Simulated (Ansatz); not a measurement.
Run report: BP, elastic-constant calculation (part 2 of 2)

Continued. System: BP (2 atoms in the cell). Method: DFT LDA, scalar-relativistic, plane waves, PAW, no spin polarisation (Ansatz 0.2.0); cutoff 420 eV, 16×16×16 k-mesh, Fermi–Dirac smearing of 0.15 eV. It belongs to a series of runs on one base structure; here: elastic constants, atoms relaxed.

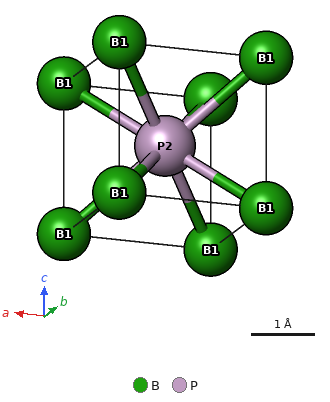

**Figure 1.** The structure (ball-and-stick view of the cell of the calculation, seen at an oblique angle; atoms are numbered from 1 in the order of the input).

## Log, continued
```
SCF iter   1: F=—  HF=-872.707042 eV  |F-HF|=—  |Δ(HF+E_count)|=         —  Δρ=2.84e-6  dr2=5.15e-10  ethr=1.00e-12  ⟨swp⟩=7.9  Hψ=50641  notcnv=0  defer=207
preconditioner: auto → none  [metal: Δε(μ)=0.002 eV  Ē_g=18.955 eV  σ=0.150 eV  W_gap=0.00  n_scr=0 (ndim 8)  ℏωp=26.2 eV  f_vac=0.000  D(μ)=0.67/eV (n_scr^D=6)]
SCF iter   2: F=—  HF=-872.707042 eV  |F-HF|=—  |Δ(HF+E_count)|=  6.45e-11  Δρ=1.33e-6  dr2=1.08e-10  ethr=1.00e-12  ⟨swp⟩=1.0  Hψ=13143  notcnv=0  defer=206
SCF iter   3: F=—  HF=-872.707042 eV  |F-HF|=—  |Δ(HF+E_count)|=  1.24e-11  Δρ=1.02e-7  dr2=2.02e-12  ethr=1.00e-12  ⟨swp⟩=1.0  Hψ=6695  notcnv=0  defer=206
SCF iter   4: F=-872.707042 eV  HF=-872.707042 eV  |F-HF|=0.00e0  |Δ(HF+E_count)|=  1.36e-12  Δρ=2.44e-8  dr2=3.13e-14  ethr=1.00e-12  ⟨swp⟩=2.8  Hψ=22778  notcnv=0
SCF 8 converged in 4 iterations: F = -872.707042 eV  dr2 = 3.13e-14
SCF iter   1: F=—  HF=-872.707042 eV  |F-HF|=—  |Δ(HF+E_count)|=         —  Δρ=2.84e-6  dr2=5.16e-10  ethr=1.00e-12  ⟨swp⟩=8.3  Hψ=52739  notcnv=0  defer=254
SCF iter   2: F=—  HF=-872.707042 eV  |F-HF|=—  |Δ(HF+E_count)|=  6.53e-11  Δρ=1.33e-6  dr2=1.08e-10  ethr=1.00e-12  ⟨swp⟩=1.0  Hψ=13143  notcnv=0  defer=253
SCF iter   3: F=—  HF=-872.707042 eV  |F-HF|=—  |Δ(HF+E_count)|=  1.31e-11  Δρ=1.05e-7  dr2=2.16e-12  ethr=1.00e-12  ⟨swp⟩=1.0  Hψ=6695  notcnv=0  defer=253
SCF iter   4: F=-872.707042 eV  HF=-872.707042 eV  |F-HF|=2.27e-13  |Δ(HF+E_count)|=  5.68e-13  Δρ=2.44e-8  dr2=3.09e-14  ethr=1.00e-12  ⟨swp⟩=2.8  Hψ=22780  notcnv=0
SCF 9 converged in 4 iterations: F = -872.707042 eV  dr2 = 3.09e-14
SCF converged after 8 iterations
Free energy (F): -872.707001 eV
Harris-Foulkes:  -872.707001 eV  (|F-HF|=2.27e-13)
Internal energy: -872.656719 eV  (E = F + TS)
E sigma→0 (E₀):  -872.681860 eV
Entropy (-TS):   -0.050282 eV (-25.141 meV/atom)
Fermi energy:    15.925188 eV
--- Per-component energies (eV) ---
  E_band       = 66.389003
  E_kinetic    = 129.079545
  E_local      = 3.239466  (includes V_loc(G=0)·N_el)
  E_nonlocal   = 47.985828
  E_hartree    = 1.140454
  E_xc         = -97.759406
  E_vxc        = -104.967122  (∫ρ·V_xc dr)
  E_paw        = -612.413153  (= ΣΔE_a)
  E_vpaw       = -11.229624  (= ΣTr[D̂ρ^β])
  E_aug_tail   = 0.000001  (compensation charges beyond the density's cutoff)
  E_ewald      = -344.092640
  E_core_change = 0.163186  (= ΣΔE_core)
  E_smearing   = -0.050282  (= −TS)
  E_closure    = 0.000000  (closes the sum)
  Σ components = -872.707001   (vs F -872.707001, Δ=0.00e0)
--- Forces (eV/Å), atoms counted from 1 ---
  atom   1  B     -0.00000000     0.00000000     0.00000000
  atom   2  P      0.00000000     0.00000000     0.00000000
  max |Σ_I F_I| component: 1.44e-30 eV/Å
--- Stress (GPa, compression-positive) ---
       38.746654       0.000000       0.000000
        0.000000      38.746654       0.000000
        0.000000       0.000000      38.746654
  P = ⅓ Tr σ = 38.7467 GPa (387.467 kbar)
--- Band table (eV; the first three rows and the last of 165) ---
  k-point 0: bands = ["-3.8083", "14.5037", "14.5037", "14.5037", "19.5367", "19.5367", "20.9735", "29.4266", "29.4266", "29.4266", "35.0926", "35.0926"]
  k-point 1: bands = ["-3.7265", "13.5884", "14.5819", "14.5819", "19.6175", "20.2521", "21.3247", "29.0549", "29.0549", "29.2777", "35.1547", "35.1677"]
  k-point 2: bands = ["-3.4814", "11.7926", "14.8163", "14.8163", "19.8581", "20.7747", "23.0265", "28.0743", "28.0743", "28.8940", "35.3372", "35.3710"]
  k-point 164: bands = ["11.3032", "11.3032", "11.3032", "11.4391", "11.4391", "11.4391", "11.6707", "15.2738", "39.4938", "39.4938", "39.4938", "42.8242"]
--- Elastic constants: 2 strain directions × 4 members + reference (group order 48) ---
  dense FFT box of the reference and of every strained cell: 18×18×18
  strains applied: 11, 23; error gains: componentwise 1.00 (the most a stress slope's error grows in a printed constant), spectral 1.73 (1 for all six strains in a standard setting)
  C = ∂σ_k/∂η_j (tension-positive GPa; Voigt order 11 22 33 23 13 12):
       199.804    333.807    333.807     -0.000     -0.000     -0.000
       333.807    199.804    333.807     -0.000     -0.000     -0.000
       333.807    333.807    199.804     -0.000     -0.000     -0.000
         0.000      0.000     -0.000    -49.829     -0.000     -0.000
        -0.000     -0.000      0.000      0.000    -49.829      0.000
         0.000     -0.000     -0.000     -0.000     -0.000    -49.829
  reference stress σ⁰ (GPa):    -38.747    -38.747    -38.747     -0.000     -0.000     -0.000
  C* (energy form; C + prestress term) asymmetry max|C*_kj − C*_jk| = 1.705e-13 GPa — a small one proves nothing (zero by symmetry where the batch's group is 432, −43m or m−3m); a large one is finite-difference/SCF noise where every solve meets its electron count
  moduli (Voigt/Reuss/Hill, GPa): K = 289.14/289.14/289.14   G = -56.70/-55.52/-56.11   E = -179.97   ν = 0.604
  mechanically stable: NO (min eigenvalue of sym C = -134.00 GPa)
  strain η (Voigt 11):  stress-route row diagonal C_11 = 199.80 GPa, energy-path curvature d²(F+E_count+ΔE)/dδ²/Ω₀ = 199.64 GPa
    cells at ±δ against ±2δ: C11 200.84 and 203.93 GPa, apart by 0.93 % of the column's largest entry
         δ    σ_11 (GPa)             F (eV)   n_scf  n_hpsi   n_pw
    -1.000e-2     -40.4970        -872.6673062       7   73966    320   relax 0 steps, max|allowed force component| 0.00e0 eV/Å
    -5.000e-3     -39.6710        -872.6873707       5   63058    320   relax 0 steps, max|allowed force component| 6.16e-33 eV/Å
     5.000e-3     -37.6627        -872.7261341       5   64552    324   relax 0 steps, max|allowed force component| 4.93e-31 eV/Å
     1.000e-2     -36.4185        -872.7446754       6   67668    326   relax 0 steps, max|allowed force component| 3.33e-31 eV/Å
  strain η (Voigt 23):  stress-route row diagonal C_44 = -49.83 GPa, energy-path curvature d²(F+E_count+ΔE)/dδ²/Ω₀ = -30.65 GPa
    cells at ±δ against ±2δ: C44 -48.83 and -45.82 GPa, apart by 6.03 % of the column's largest entry
         δ    σ_23 (GPa)             F (eV)   n_scf  n_hpsi   n_pw
    -1.000e-2       0.4582        -872.7071475       7  118724    322   relax 0 steps, max|allowed force component| 9.86e-32 eV/Å
    -5.000e-3       0.2441        -872.7070421       4  103197    322   relax 0 steps, max|allowed force component| 2.96e-31 eV/Å
     5.000e-3      -0.2441        -872.7070421       4  101109    322   relax 0 steps, max|allowed force component| 2.10e-31 eV/Å
     1.000e-2      -0.4582        -872.7071475       5  106176    322   relax 0 steps, max|allowed force component| 1.97e-31 eV/Å
```

## File elastic.tsv
```
# convention: tension-positive GPa; Voigt order 11 22 33 23 13 12; engineering shear strains; stresses and constants hold the Pulay correction, whose part of sigma0, of c and of each member's stress the lines and columns named pulay_correction_..._gpa give (of c_energy it is that of c and, on the columns of strains 1 to 3, that of sigma0; of a layer's constants it is that of c in the plane, times a tenth of its plane spacing in ang); where a line pulay_correction_withheld stands none holds it
# sigma0_gpa = -3.8746653622e1 -3.8746653622e1 -3.8746653622e1 -0.0000000000e0 -1.1117333679e-15 -1.1117333679e-15
# pulay_correction_sigma0_gpa = -1.7548421285e-1 -1.7548421285e-1 -1.7548421285e-1 -0.0000000000e0 -0.0000000000e0 -3.6189237235e-19
# c_energy_asymmetry_gpa = 1.7053025658e-13
# group_order = 48
# error_gain_componentwise = 1.0000000000e0	error_gain_spectral = 1.7320508076e0
# k_voigt_gpa = 2.8913906054e2	k_reuss_gpa = 2.8913906054e2	k_hill_gpa = 2.8913906054e2
# g_voigt_gpa = -5.6697681810e1	g_reuss_gpa = -5.5520647865e1	g_hill_gpa = -5.6109164837e1
# youngs_gpa = -1.7996883780e2	poisson = 6.0373834045e-1
# min_eigenvalue_gpa = -1.3400279487e2	stable = false
# k	c_k1_gpa	c_k2_gpa	c_k3_gpa	c_k4_gpa	c_k5_gpa	c_k6_gpa	c_energy_k1_gpa	c_energy_k2_gpa	c_energy_k3_gpa	c_energy_k4_gpa	c_energy_k5_gpa	c_energy_k6_gpa	pulay_correction_c_k1_gpa	pulay_correction_c_k2_gpa	pulay_correction_c_k3_gpa	pulay_correction_c_k4_gpa	pulay_correction_c_k5_gpa	pulay_correction_c_k6_gpa
1	1.9980386396e2	3.3380665883e2	3.3380665883e2	-1.5214481966e-61	-1.2343454206e-29	-1.2343454206e-29	1.6105721034e2	2.9506000521e2	2.9506000521e2	-1.5214481966e-61	-1.2343454206e-29	-1.2343454206e-29	3.1791898094e-1	4.0647715108e-1	4.0647715108e-1	-1.8526710361e-64	-1.5030653126e-32	-1.5030653126e-32
2	3.3380665883e2	1.9980386396e2	3.3380665883e2	-1.2160643686e-61	-1.2343454206e-29	-7.3883182965e-30	2.9506000521e2	1.6105721034e2	2.9506000521e2	-1.2160643686e-61	-1.2343454206e-29	-7.3883182965e-30	4.0647715108e-1	3.1791898094e-1	4.0647715108e-1	-1.6508526111e-64	-1.5030653126e-32	-1.1755961957e-32
3	3.3380665883e2	3.3380665883e2	1.9980386396e2	-1.2160643686e-61	-7.3883182965e-30	-1.2343454206e-29	2.9506000521e2	2.9506000521e2	1.6105721034e2	-1.2160643686e-61	-7.3883182965e-30	-1.2343454206e-29	4.0647715108e-1	4.0647715108e-1	3.1791898094e-1	-1.6508526111e-64	-1.1755961957e-32	-1.5030653126e-32
4	5.3965210613e-61	1.9123964159e-61	-7.2969633733e-30	-4.9828538060e1	-1.2928866559e-29	-3.0709207531e-31	5.3965210613e-61	1.9123964159e-61	-7.2969633733e-30	-4.9828538060e1	-1.2928866559e-29	-3.0709207531e-31	1.7105694145e-49	-1.2368758839e-64	7.7037197775e-34	8.4409307671e-2	5.1424443889e-33	2.8313284556e-33
5	-1.3626727454e-61	-4.5422424847e-62	1.8425524519e-30	1.2314682408e-29	-4.9828538060e1	7.5895089938e-62	-1.1117333679e-15	-1.1117333679e-15	-1.1117333679e-15	1.2314682408e-29	-4.9828538060e1	7.5895089938e-62	-2.2495113358e-64	-8.2252279173e-65	3.0417006880e-33	-4.8723913220e-33	8.4409307671e-2	1.9656543066e-34
6	8.9923659611e-29	-8.8081107159e-29	-2.8025969286e-45	-3.0709207531e-31	-1.8926010353e-63	-4.9828538060e1	-1.1117333679e-15	-1.1117333679e-15	-1.1117333679e-15	-3.0709207531e-31	-1.8926010353e-63	-4.9828538060e1	-4.6115131736e-32	4.2993856602e-32	5.1317082434e-49	5.2021252233e-34	3.2060571975e-66	8.4409307671e-2
```

This output came from the following input.

## Input file
```yaml
crystal:
  lattice:
    - [2.5219, 0.0, 0.0]
    - [0.0, 2.5219, 0.0]
    - [0.0, 0.0, 2.5219]
  atoms:
    - { symbol: B, position: [0.0, 0.0, 0.0] }
    - { symbol: P, position: [0.5, 0.5, 0.5] }
basis:
  ecutwfc: 420
kpoints:
  mp_grid: { grid: [16, 16, 16] }
hamiltonian:
  xc: lda
scf:
  occupations: { method: fermi_dirac, width: 0.15 }
output:
  forces: true
  stress: true
  eigenvalues: true
elastic:
  mode: relaxed_ion
  amplitude: 0.005
```

Run as:
```bash
ansatz run input.yaml --threads 1 --pin off --max-ram 2560MiB --backend cpu --events-out ev --progress --plain --runs-dir out
```

## Results in brief

- outcome: converged
- space group (tolerance 0.01 Å): Pm-3m (221)
- electrons treated: 8
- free energy: −872.7070 eV
- Fermi energy: 15.925 eV
- gap on the k-point mesh: none (metallic)
- pressure: 38.75 GPa
- bulk modulus (Hill): 289.1 GPa
- shear modulus (Hill): −56.1 GPa
- largest force (length of the vector): under 0.001 eV/Å
- elastic stability: unstable
- hardware: 1 thread of Intel Xeon @ 2.50GHz (Skylake/Cascade Lake), 189 GiB of memory available, shared host
- wall time: 90 s
- peak memory: 0.44 GiB

## Remarks

Results for this metal are sensitive to the k-point mesh. The cell is under a pressure of 39 GPa at this level, so it is not at its equilibrium volume.
